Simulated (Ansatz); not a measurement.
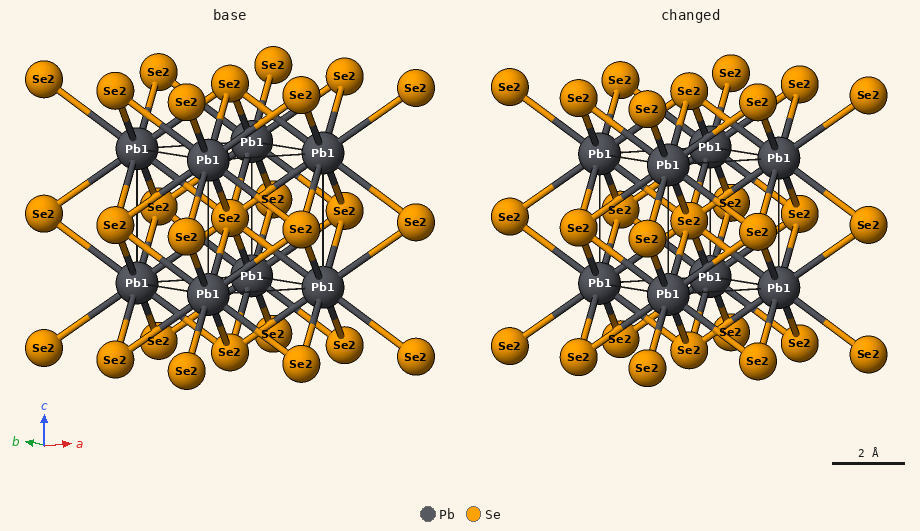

Left: a symmetric starting cell of PbSe. Right: the same structure after one change, at the same scale. Style: ball-and-stick. Shown: the cell of the calculation, from a free direction.

Level of theory: DFT PBE, scalar-relativistic, plane waves, PAW in Ansatz 0.2.0. (plane-wave cutoff 420 eV; k-point mesh 12 × 12 × 12; occupations gaussian; smearing width 0.1 eV; no spin polarisation)

What was changed?

All lengths are scaled by −3.6 % (volume −10.4 %), the atoms keeping their fractional coordinates. No relaxation follows. The starting cell wasn't computed here and needn't be at equilibrium, so pressure and forces aren't due to the change alone.

How do the computed properties respond?

Near-neighbour distances before and after: Pb–Se 3.277 → 3.160 Å. The space group stays Pm-3m (No. 221). The pressure is 6.5 GPa (not all of it need come from the change, since the unchanged cell can be under pressure at this level too). All forces vanish by symmetry.
